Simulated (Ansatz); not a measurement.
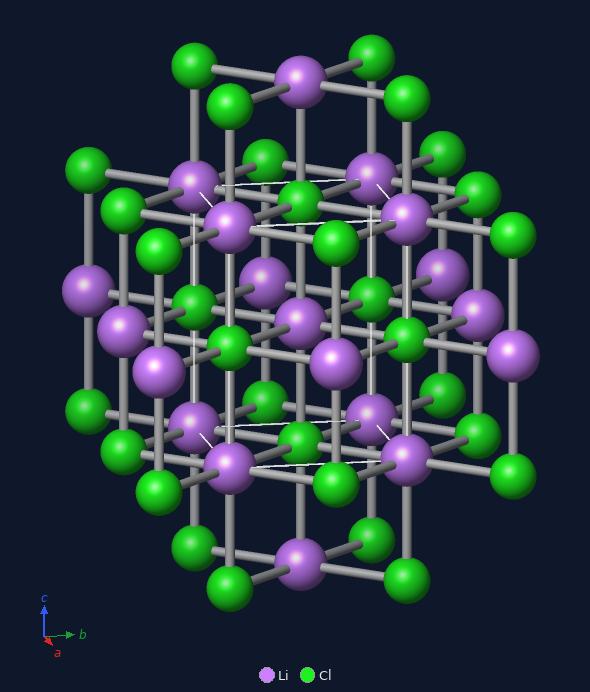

The figure gives a ball-and-stick picture of the atoms, viewed slightly off an axis. The lines enclose the conventional unit cell; boundary atoms appear with their images. Atoms of adjacent cells appear where they bond to atoms in the box.

LiCl, space group I4/mmm (No. 139), a = 3.728 Å, b = 3.728 Å, c = 5.112 Å, α = 90.00°, β = 90.00°, γ = 90.00°. Origin of the cell: a structure type filled with these elements by a generator (whether the compound takes this form wasn't checked). The cell was then strained or its atoms displaced on purpose. It went into a calculation with Ansatz.

This one geometry was computed with Ansatz (DFT, plane waves, PAW) at three levels of theory: r2SCAN, HSE06 and PBE. It was relaxed with r2SCAN and then strained.

**How does the band gap change with the level of theory?**

PBE: a gap of 6.02 eV, direct; r2SCAN: a gap of 6.89 eV, direct; HSE06: a gap of 7.39 eV, direct.

**Collect the results in a table.**

| level | cutoff (eV) | k-mesh of the run's cell | gap (eV) | pressure (GPa) |
| --- | --- | --- | --- | --- |
| r2SCAN | 500 | 8×8×8 | 6.89 | -1.8 |
| HSE06 | 420 | 6×6×6 | 7.39 | -1.7 |
| PBE | 420 | 8×8×8 | 6.02 | -1.1 |

Gaps are taken on the k-mesh or band path of each run.
